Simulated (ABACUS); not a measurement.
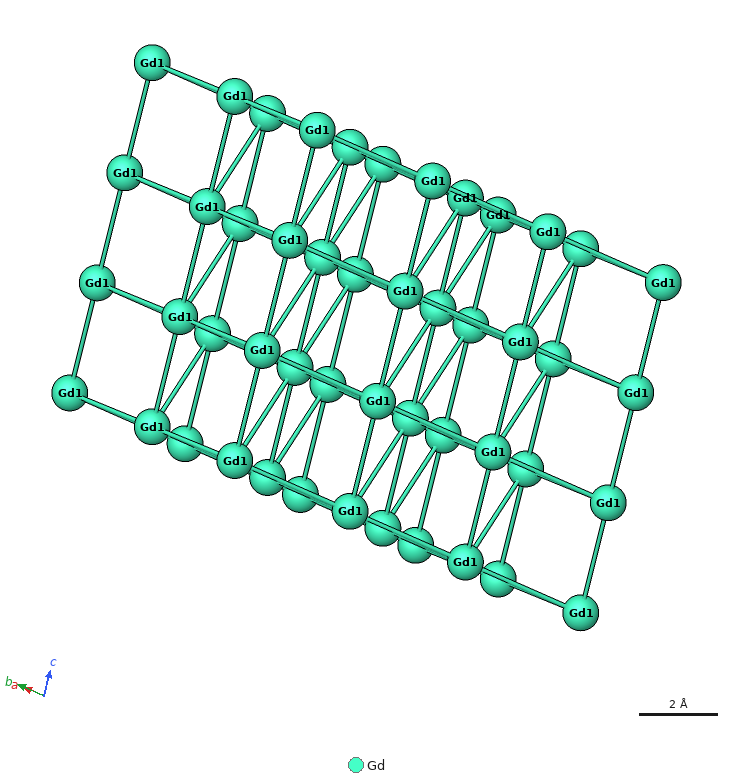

Figure 1. The structure (ball-and-stick view of the cell of the calculation, repeated 2 × 3 × 3, seen at an oblique angle; atoms are numbered from 1 in the order of the input). Near neighbours in the crystal (not all of them lie inside the picture): Gd has 8 Gd at 3.48 Å.

Single-point calculation at one volume of an equation of state of Gd

System: Gd (Im-3m, 1 atom in the cell).
Method: Kohn-Sham DFT of a periodic cell, PBE, PseudoDojo NC SR 0.4.1 PBE standard, lanthanides 3+ (f in core), no spin polarisation (ABACUS 3.10.1).

The structure derives from an entry of the Crystallography Open Database. It belongs to a series of runs on one base structure; here: volume scaled by 0.98.

## Log
```
ABACUS v3.10.1

               Atomic-orbital Based Ab-initio Computation at UStc

 ------------------------------------------------------------------------------------

 READING GENERAL INFORMATION
                           global_out_dir = OUT.Gd/
                           global_in_card = INPUT
                               pseudo_dir = ./
                              orbital_dir =
                                    DSIZE = 4
                                    GSIZE = 1

 READING UNITCELL INFORMATION
                                    ntype = 1
                  lattice constant (Bohr) = 7.60202
              lattice constant (Angstrom) = 4.02282

 READING ATOM TYPE 1
                               atom label = Gd
                      L=0, number of zeta = 1
                      L=1, number of zeta = 1
                      L=2, number of zeta = 1
             number of atom for this type = 1

                        TOTAL ATOM NUMBER = 1
DIRECT COORDINATES
    atom                   x                   y                   z     mag                  vx                  vy                  vz
taud_Gd1            0.0000000000        0.0000000000        0.0000000000  0.0000        0.0000000000        0.0000000000        0.0000000000

                          Volume (Bohr^3) = 219.663
                             Volume (A^3) = 32.5507

 Lattice vectors: (Cartesian coordinate: in unit of a_0)
                 +0.5                +0.5                +0.5
                 -0.5                +0.5                +0.5
                 -0.5                -0.5                +0.5
 Reciprocal vectors: (Cartesian coordinate: in unit of 2 pi/a_0)
                   +1                  -0                  +1
                   -1                  +1                  -0
                   +0                  -1                  +1
 The esolver type has been set to : ksdft_pw

                PAO radial cut off (Bohr) = 10

 Read in pseudopotential file is Gd.upf
                     pseudopotential type = NC
          exchange-correlation functional = PBE
                 nonlocal core correction = 1
                        valence electrons = 11
                                     lmax = 3
                           number of zeta = 4
                     number of projectors = 7
                           L of projector = 0
                           L of projector = 0
                           L of projector = 1
                           L of projector = 1
                           L of projector = 2
                           L of projector = 2
                           L of projector = 3
     initial pseudo atomic orbital number = 10

 SETUP THE ELECTRONS NUMBER
            electron number of element Gd = 11
      total electron number of element Gd = 11
            AUTOSET number of electrons:  = 11
                           occupied bands = 6
                                   NBANDS = 10
                                   NLOCAL = 9

%%%%%%%%%%%%%%%%%%%%%%%%%%%%%%%%%%%%%%%%%%%%%%%%%%%%%%%%%%%%%%%%%%%%%%%%%%%%%%%%%%%%%%%%%%%%%%%%%%%%%%%%%%
 Warning: the number of valence electrons in pseudopotential > 10 for Gd: [Xe] 4f7 5d1 6s2
 Pseudopotentials with additional electrons can yield (more) accurate outcomes, but may be less efficient.
 If you're confident that your chosen pseudopotential is appropriate, you can safely ignore this warning.
%%%%%%%%%%%%%%%%%%%%%%%%%%%%%%%%%%%%%%%%%%%%%%%%%%%%%%%%%%%%%%%%%%%%%%%%%%%%%%%%%%%%%%%%%%%%%%%%%%%%%%%%%%

 SETUP THE PLANE WAVE BASIS
 energy cutoff for charge/potential (unit:Ry) = 208
            fft grid for charge/potential = [ 32, 32, 32 ]
                        fft grid division = [ 1, 1, 1 ]
        big fft grid for charge/potential = [ 32, 32, 32 ]
                                     nbxx = 32768
                                     nrxx = 32768

 SETUP PLANE WAVES FOR CHARGE/POTENTIAL
                    number of plane waves = 11057
                         number of sticks = 677

 PARALLEL PW FOR CHARGE/POTENTIAL
     PROC   COLUMNS(POT)             PW
        1            677          11057
 --------------- sum -------------------
        1            677          11057
                            number of |g| = 142
                                  max |g| = 304
                                  min |g| = 0

----------- Double Check Mixing Parameters Begin ------------
mixing_type: broyden
mixing_beta: 0.7
mixing_gg0: 1
mixing_gg0_min: 0.1
mixing_ndim: 8
----------- Double Check Mixing Parameters End ------------

 LATTICE VECTORS: (CARTESIAN COORDINATE: IN UNIT OF A0)
                 +0.5                +0.5                +0.5
                 -0.5                +0.5                +0.5
                 -0.5                -0.5                +0.5
                       right hand lattice = 1
                                   NORM_A = 0.866025
                                   NORM_B = 0.866025
                                   NORM_C = 0.866025
                           ALPHA (DEGREE) = 70.5288
                           BETA  (DEGREE) = 109.471
                           GAMMA (DEGREE) = 70.5288

 The lattice vectors have been changed (STRU_SIMPLE.cif)

(for optimal symmetric configuration:)
                             BRAVAIS TYPE = 2
                     BRAVAIS LATTICE NAME = 02. Cubic I (body-centered)
                                    ibrav = 2
                                    IBRAV = 2
                                  BRAVAIS = BODY CENTERED CUBIC
                       LATTICE CONSTANT A = 1
Original cell was already a primitive cell.
                        ROTATION MATRICES = 48
              PURE POINT GROUP OPERATIONS = 48
                   SPACE GROUP OPERATIONS = 48
                              POINT GROUP = O_h
               POINT GROUP IN SPACE GROUP = O_h

 SETUP K-POINTS
                                    nspin = 1
                   Input type of k points = Monkhorst-Pack(Gamma)
                                   nkstot = 216
                       right hand lattice = 1
(for reciprocal lattice: )
                             BRAVAIS TYPE = 3
                     BRAVAIS LATTICE NAME = 03. Cubic F (face-centered)
                                    ibrav = 3
                       right hand lattice = 1
(for k-lattice: )
                             BRAVAIS TYPE = 3
                     BRAVAIS LATTICE NAME = 03. Cubic F (face-centered)
                                    ibrav = 3
                       right hand lattice = 1
                        ROTATION MATRICES = 48
                               nkstot_ibz = 16
K-POINTS REDUCTION ACCORDING TO SYMMETRY
     IBZ    DIRECT_X    DIRECT_Y    DIRECT_Z  WEIGHT  ibz2bz
       1  0.00000000  0.00000000  0.00000000  0.0046       0
       2  0.16666667  0.16666667  0.00000000  0.0556       1
       3  0.33333333  0.33333333  0.00000000  0.0556       2
       4  0.50000000  0.50000000  0.00000000  0.0278       3
       5  0.16666667  0.33333333  0.16666667  0.1111       8
       6  0.33333333  0.50000000  0.16666667  0.2222       9
       7  0.33333333 -0.33333333  0.33333333  0.0370      16
       8  0.16666667  0.16666667  0.16666667  0.0278      43
       9  0.33333333  0.33333333  0.16666667  0.1111      44
      10  0.50000000  0.50000000  0.16666667  0.0556      45
      11  0.33333333  0.50000000  0.33333333  0.1111      51
      12  0.16666667  0.50000000  0.16666667  0.0370      55
      13  0.33333333 -0.16666667  0.33333333  0.0556      61
      14  0.33333333  0.33333333  0.33333333  0.0278      86
      15  0.50000000  0.50000000  0.33333333  0.0556      87
      16  0.50000000  0.50000000  0.50000000  0.0046     129

                               nkstot now = 16
[... K-POINTS DIRECT COORDINATES: 16 rows ...]

           k-point number in this process = 4
       minimum distributed K point number = 4
[... stars of the k points ...]

[... K-POINTS CARTESIAN COORDINATES: 4 rows ...]

[... K-POINTS DIRECT COORDINATES: 4 rows ...]

 SETUP PLANE WAVES FOR WAVE FUNCTIONS
     energy cutoff for wavefunc (unit:Ry) = 52
              fft grid for wave functions = [ 32, 32, 32 ]
                    number of plane waves = 1745
                         number of sticks = 201

 PARALLEL PW FOR WAVE FUNCTIONS
     PROC   COLUMNS(POT)             PW
        1            201           1745
 --------------- sum -------------------
        1            201           1745

 SETUP NONLOCAL PSEUDOPOTENTIALS IN PLANE WAVE BASIS
 Gd non-local projectors:
 projector 1 L=0
 projector 2 L=0
 projector 3 L=1
 projector 4 L=1
 projector 5 L=2
 projector 6 L=2
 projector 7 L=3
      TOTAL NUMBER OF NONLOCAL PROJECTORS = 25

 Init Non-Local PseudoPotential table :
 Init Non-Local-Pseudopotential done.

                                     npwx = 1433

 Make real space PAO into reciprocal space.
       max mesh points in Pseudopotential = 1001
     dq(describe PAO in reciprocal space) = 0.01
                                    max q = 870

 number of pseudo atomic orbitals for Gd is 4
WARNING: norm of atomic wavefunction # 3 of atomic type Gd is 0.999494, renormalized
WARNING: norm of atomic wavefunction # 4 of atomic type Gd is 0.999103, renormalized

 -------------------------------------------
 SELF-CONSISTENT
 -------------------------------------------
                                 init_chg = atomic

 PW ALGORITHM --------------- ION=   1  ELEC=   1--------------------------------
 Notice: Threshold on eigenvalues was too large.
 hsover_error=0.11 > DRHO=0.00212367
 Origin diag ethr = 0.01
 New diag ethr = 1.93061e-05

 Density error is 0.00290848530917
                          Error Threshold = 1.93060534702e-05
----------------------------------------------------------
     Energy           Rydberg                 eV
----------------------------------------------------------
 E_KohnSham     -83.2020270090       -1132.0216524725
 E_Harris       -83.4318837587       -1135.1490139925
 E_Fermi        0.7808226816         10.6236375968
----------------------------------------------------------

 PW ALGORITHM --------------- ION=   1  ELEC=   2--------------------------------

 Density error is 0.000165850895878
                          Error Threshold = 2.64407755379e-05
----------------------------------------------------------
     Energy           Rydberg                 eV
----------------------------------------------------------
 E_KohnSham     -83.2023642466       -1132.0262408252
 E_Harris       -83.2379703522       -1132.5106867450
 E_Fermi        0.7766315999         10.5666150054
----------------------------------------------------------

 PW ALGORITHM --------------- ION=   1  ELEC=   3--------------------------------

 Density error is 9.90995456573e-06
                          Error Threshold = 1.50773541708e-06
----------------------------------------------------------
     Energy           Rydberg                 eV
----------------------------------------------------------
 E_KohnSham     -83.2023886822       -1132.0265732891
 E_Harris       -83.2009771967       -1132.0073690428
 E_Fermi        0.7759246129         10.5569959533
----------------------------------------------------------

 PW ALGORITHM --------------- ION=   1  ELEC=   4--------------------------------

 Density error is 2.23075187593e-07
                          Error Threshold = 9.00904960521e-08
----------------------------------------------------------
     Energy           Rydberg                 eV
----------------------------------------------------------
 E_KohnSham     -83.2023895950       -1132.0265857081
 E_Harris       -83.2043326868       -1132.0530228279
 E_Fermi        0.7760049576         10.5580890993
----------------------------------------------------------

 PW ALGORITHM --------------- ION=   1  ELEC=   5--------------------------------

 Density error is 4.83570710273e-09
                          Error Threshold = 2.02795625085e-09
----------------------------------------------------------
     Energy           Rydberg                 eV
----------------------------------------------------------
 E_KohnSham     -83.2023896880       -1132.0265869736
 E_KS(sigma->0) -83.2013696674       -1132.0127088806
 E_Harris       -83.2025673630       -1132.0290043655
 E_band         -7.9669633188        -108.3960968924
 E_one_elec     -15.5438947261       -211.4855373866
 E_Hartree      10.8856073598        148.1062862842
 E_xc           -20.6170629363       -280.5095319590
 E_Ewald        -57.9249993441       -788.1100477264
 E_entropy(-TS) -0.0020400413        -0.0277561858
 E_descf        0.0000000000         0.0000000000
 E_exx          0.0000000000         0.0000000000
 E_Fermi        0.7759661792         10.5575614930
----------------------------------------------------------

 charge density convergence is achieved
 final etot is -1132.026587 eV
 EFERMI = 10.557561493 eV

 STATE ENERGY(eV) AND OCCUPATIONS    NSPIN == 1
 1/4 kpoint (Cartesian) = 0.0000 0.0000 0.0000 (1433 pws)
       1       -33.8159     0.00925926
       2       -11.0716     0.00925926
       3       -11.0716     0.00925926
       4       -11.0716     0.00925926
       5        5.68947     0.00925926
       6        12.1733    8.55494e-17
       7        12.1733    8.55494e-17
       8        12.1733    8.55494e-17
       9        14.3809    5.72050e-36
      10        14.3809    5.72050e-36

 2/4 kpoint (Cartesian) = 0.0000 0.16667 0.16667 (1407 pws)
       1       -33.7967       0.111111
       2       -11.2781       0.111111
       3       -11.1355       0.111111
       4       -11.0729       0.111111
       5        6.46431       0.111111
       6        11.6540    3.32756e-11
       7        11.8133    1.37701e-12
       8        12.9924    7.88698e-23
       9        13.8908    1.24085e-30
      10        14.3993    4.75110e-35

 3/4 kpoint (Cartesian) = 0.0000 0.33333 0.33333 (1376 pws)
       1       -33.7580       0.111111
       2       -11.6657       0.111111
       3       -11.2599       0.111111
       4       -11.0757       0.111111
       5        7.94879       0.111111
       6        10.8431    0.000366270
       7        11.2335    1.49616e-07
       8        14.2536    8.75250e-34
       9        14.7194    7.87528e-38
      10        15.2141    3.97729e-42

 4/4 kpoint (Cartesian) = 0.0000 0.50000 0.50000 (1376 pws)
       1       -33.7385      0.0555556
       2       -11.8484      0.0555556
       3       -11.3206      0.0555556
       4       -11.0771      0.0555556
       5        8.32149      0.0555556
       6        10.5082      0.0404851
       7        11.9685    3.08388e-14
       8        14.3273    1.00296e-34
       9        15.1211    1.27803e-41
      10        17.2096    9.23661e-60

------------------------------------------------------------------------------------------
 TOTAL-FORCE (eV/Angstrom)
------------------------------------------------------------------------------------------
                       Gd1         0.0000000000         0.0000000000         0.0000000000
------------------------------------------------------------------------------------------

----------------------------------------------------------------
 TOTAL-STRESS (KBAR)
----------------------------------------------------------------
        -2.3483831788         0.0000000000         0.0000000000
         0.0000000000        -2.3483831788         0.0000000000
         0.0000000000         0.0000000000        -2.3483831788
----------------------------------------------------------------
 TOTAL-PRESSURE: -2.348383 KBAR

 --------------------------------------------
 !FINAL_ETOT_IS -1132.0265869735517299 eV
 --------------------------------------------
```

## Standard output
```
ABACUS v3.10.1

               Atomic-orbital Based Ab-initio Computation at UStc

%%%%%%%%%%%%%%%%%%%%%%%%%%%%%%%%%%%%%%%%%%%%%%%%%%%%%%%%%%%%%%%%%%%%%%%%%%%%%%%%%%%%%%%%%%%%%%%%%%%%%%%%%
 Warning: the number of valence electrons in pseudopotential > 10 for Gd: [Xe] 4f7 5d1 6s2
 Pseudopotentials with additional electrons can yield (more) accurate outcomes, but may be less efficient.
 If you're confident that your chosen pseudopotential is appropriate, you can safely ignore this warning.
%%%%%%%%%%%%%%%%%%%%%%%%%%%%%%%%%%%%%%%%%%%%%%%%%%%%%%%%%%%%%%%%%%%%%%%%%%%%%%%%%%%%%%%%%%%%%%%%%%%%%%%%%

 UNIFORM GRID DIM        : 32 * 32 * 32
 UNIFORM GRID DIM(BIG)   : 32 * 32 * 32
 ---------------------------------------------------------
 Self-consistent calculations for electrons
 ---------------------------------------------------------
 SPIN    KPOINTS         PROCESSORS  THREADS
 1       16              4           4
 ---------------------------------------------------------
 Use plane wave basis
 ---------------------------------------------------------
 ELEMENT NATOM       XC
 Gd      1
 ---------------------------------------------------------
 Initial plane wave basis and FFT box
 ---------------------------------------------------------
 -------------------------------------------
 SELF-CONSISTENT :
 -------------------------------------------
 START CHARGE      : atomic
 ITER       ETOT/eV          EDIFF/eV         DRHO     TIME/s
 DA1     -1.13202165e+03   0.00000000e+00   2.9085e-03   0.13
 DA2     -1.13202624e+03  -4.58835268e-03   1.6585e-04   0.06
 DA3     -1.13202657e+03  -3.32463963e-04   9.9100e-06   0.07
 DA4     -1.13202659e+03  -1.24189537e-05   2.2308e-07   0.07
 DA5     -1.13202659e+03  -1.26547276e-06   4.8357e-09   0.07
----------------------------------------------------------------
 TOTAL-STRESS (KBAR)
----------------------------------------------------------------
        -2.3483831788         0.0000000000         0.0000000000
         0.0000000000        -2.3483831788         0.0000000000
         0.0000000000         0.0000000000        -2.3483831788
----------------------------------------------------------------
 TOTAL-PRESSURE: -2.348383 KBAR
```

The run was set up as follows.

## Input
```
INPUT_PARAMETERS
suffix              Gd
calculation         scf
basis_type          pw
pseudo_dir          ./
latname             bcc
symmetry            1
dft_functional      pbe
ecutwfc             52
pseudo_rcut         10
nspin               1
nbands              10
ks_solver           dav
smearing_method     fd
smearing_sigma      0.00367493
scf_thr             1e-08
scf_nmax            100
mixing_type         broyden
mixing_beta         0.7
cal_force           1
cal_stress          1
kpar                4
```

## File STRU
```
ATOMIC_SPECIES
Gd 157.2500 Gd.upf

LATTICE_CONSTANT
7.6020242182

ATOMIC_POSITIONS
Direct

Gd
0.0
1
0.0000000000 0.0000000000 0.0000000000 1 1 1
```

## File KPT
```
K_POINTS
0
Gamma
6 6 6 0 0 0
```

Launch command:
```bash
OMP_NUM_THREADS=1 mpirun -np 4 abacus > log
```

## Results in brief

- outcome: converged
- space group (tolerance 0.01 Å): Im-3m (229)
- electrons treated: 11
- free energy: −1132.0266 eV
- Fermi energy: 10.558 eV
- gap on the k-point mesh: none (metallic)
- pressure: −0.23 GPa
- largest force (length of the vector): under 0.001 eV/Å
- hardware: 4 threads of Intel Xeon (Sapphire Rapids), 64 GiB of memory available, shared host
- wall time: 0.82 s (CPU time 3.1 s)
- peak memory: 0.36 GiB

## Remarks

Points of doubt noted for this run: f electrons in core. The f shell of Gd is treated without spin polarisation, U or localised f states, so volume, moduli and energies can differ much from those of the real material.
